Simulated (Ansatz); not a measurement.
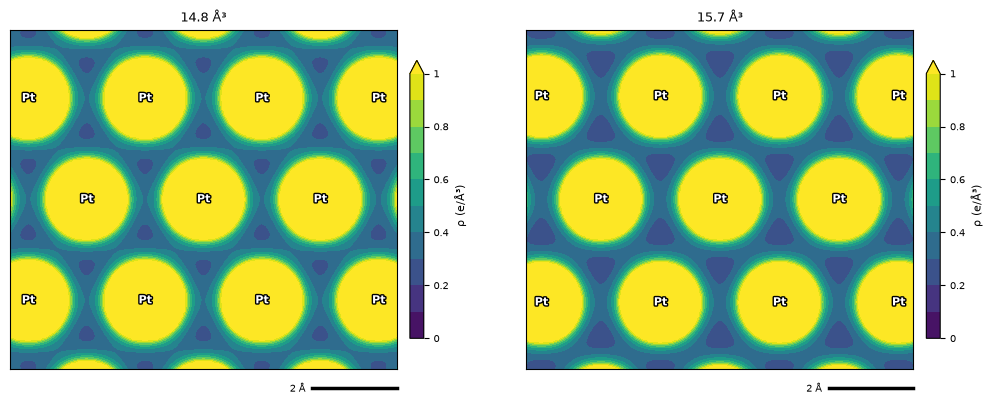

Pt. The valence pseudo-density of cells scaled evenly to different volumes (given per atom above each panel), on the (111) plane of each (indices in the axes of the cell below), at one length scale and on one colour scale.

Level of theory: Kohn-Sham DFT of a periodic cell, revPBE0, Ansatz PAW (Ansatz 0.2.0).

Core electrons are frozen (PAW), and the valence fields are smoothed inside the atomic spheres.

The largest cell:

```
Pt
1.0
     0.00000    1.98670    1.98670
     1.98670    0.00000    1.98670
     1.98670    1.98670    0.00000
Pt
1
Cartesian
  0.0000 0.0000 0.0000
```

| volume (Å³/atom) | Pt–Pt contact in the plane (Å) | ρ at its midpoint (e/Å³) | pressure (GPa) | 
| --- | --- | --- | --- |
| 14.78 | 2.755 | 0.392 | 6.1 | 
| 15.08 | 2.773 | ? | ? | 
| 15.68 | 2.810 | 0.354 | −9.9 | 

Q: What values belong in the row with question marks?

A: Over the known rows ln ρ falls by 1.85 per Å of Pt–Pt distance (the line through the two), which gives 0.379 e/Å³ at 2.773 Å; the calculation gives 0.379 e/Å³. For the pressure, a straight line in volume between the neighbouring rows gives 0.8 GPa; the calculation gives 0.1, lower because pressure rises ever faster on compression.
